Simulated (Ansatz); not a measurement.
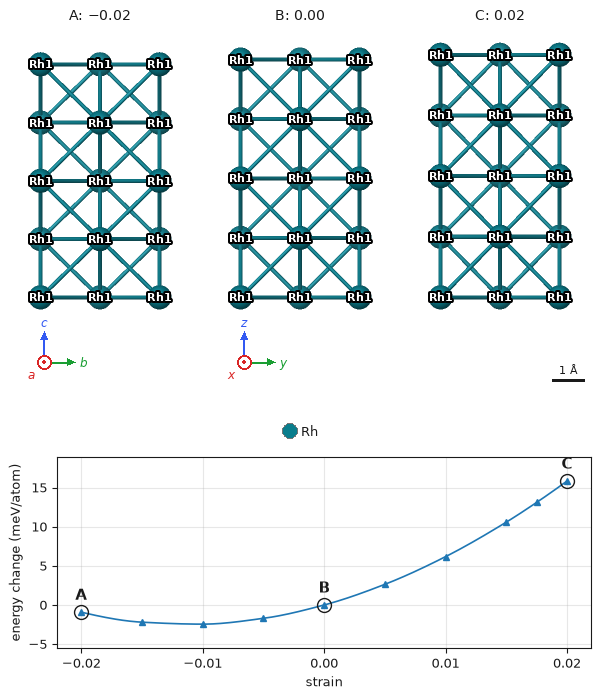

Energy scan for solid Rh (Fm-3m), in which the cell is strained along z alone, with the atoms kept at their fractional coordinates. x, y and z are the Cartesian axes of the input. The lettered frames are marked on the plot. A ball-and-stick model of the conventional cell (4 times the calculation's cell), repeated 2 × 1 × 2 with one cell outlined, seen along the a axis. Lengths and directions refer to the drawn axes.

Theory: Ansatz 0.2.0, DFT PBEsol, scalar-relativistic, plane waves, PAW. (plane-wave cutoff 420 eV; k-point mesh 22 × 22 × 22; occupations gaussian; smearing width 0.15 eV; no spin polarisation). Energies (free energies at the smearing named) are counted from the cell as listed in its source, which wasn't relaxed.

Read off the main features of the energy profile.

Of the computed points the lowest is at the strain −0.01, −2.4 meV/atom. At the ends of the scan the energy is −0.9 meV/atom (−0.02) and 15.8 meV/atom (0.02). The unrelaxed reference is under a pressure of −5.1 GPa, which tilts the curve. The distortion takes the space group from Fm-3m to I4/mmm. At the strain −0.02 the cell of the drawing goes c 3.803 → 3.727 Å.

The computed points:

| strain | energy change (meV/atom) |
| --- | --- |
| −0.0200 | −0.9 |
| −0.0150 | −2.2 |
| −0.0100 | −2.4 |
| −0.0050 | −1.7 |
| 0.0000 | 0.0 |
| 0.0050 | 2.6 |
| 0.0100 | 6.2 |
| 0.0150 | 10.6 |
| 0.0175 | 13.1 |
| 0.0200 | 15.8 |
